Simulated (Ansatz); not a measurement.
System: Rh.

Input file:

```
crystal:
  lattice:
    - [-1.5254169517, 1.5254169517, 1.5254169517]
    - [1.5254169517, -1.5254169517, 1.5254169517]
    - [1.5254169517, 1.5254169517, -1.5254169517]
  atoms:
    - { symbol: Rh, position: [0.0, 0.0, 0.0] }
hamiltonian:
  xc: rpbe
  pseudopotentials:
    kind: paw
    azcp:
      Rh: "pseudopotentials/Rh.paw.azcp"
basis:
  ecutwfc: 420
  fft_grid_basis: typed
kpoints:
  mp_grid: { grid: [16, 16, 16], shift: [0, 0, 0] }
magnetization:
  spin_polarized: false
scf:
  occupations: { method: fermi_dirac, width: 0.1 }
  lower_state_search: "off"
output:
  stress: true
  write_density: true
  write_potential: true
  elf: true
  volumetric_format: npy
```

Below, planes, directions and counts refer to the conventional cell (a = 3.05 Å, b = 3.05 Å, c = 3.05 Å, α = 90.00°, β = 90.00°, γ = 90.00°).

Space group Im-3m; set up as Rh, bcc; a generated structure, not necessarily the stable one; changed on purpose from its base cell (volume × 0.96); computed pressure about 10 GPa in this cell; computed without spin polarisation.

Computed with DFT, RPBE, plane waves (420 eV) with PAW, scalar-relativistic (Ansatz).

Q: What can the converged valence pseudo-density and electron localisation function tell about the bonding?

A: Rh–Rh (2.64 Å): the density is about 0.38 e/Å³ at the midpoint; the ELF is about 0.25 at the midpoint; no shared electron pair shows on this line.

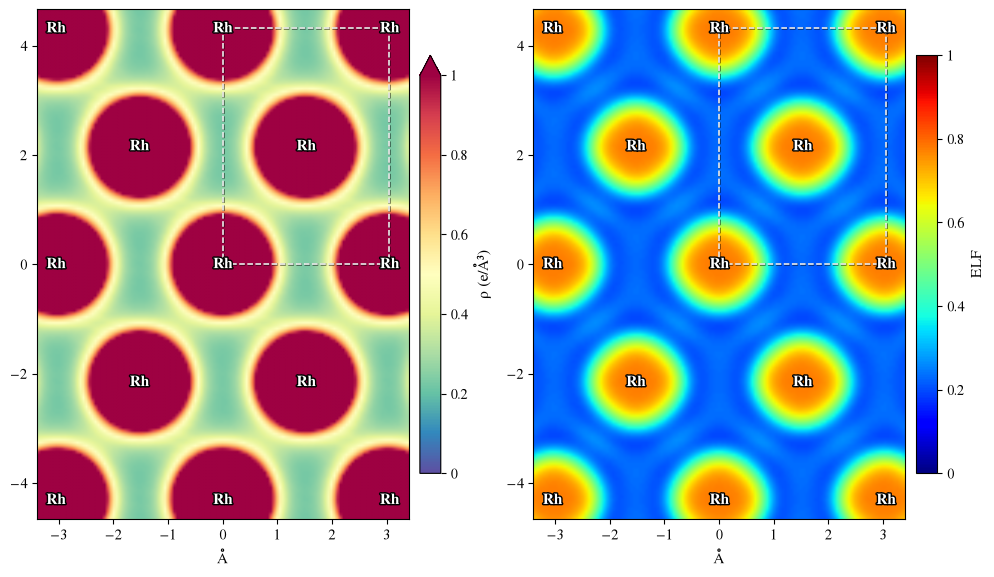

Computed valence pseudo-density and electron localisation function on the (101̄) plane of the conventional cell, in this order. 

In a PAW calculation such maps are meaningful between the atoms, not at the nuclei.
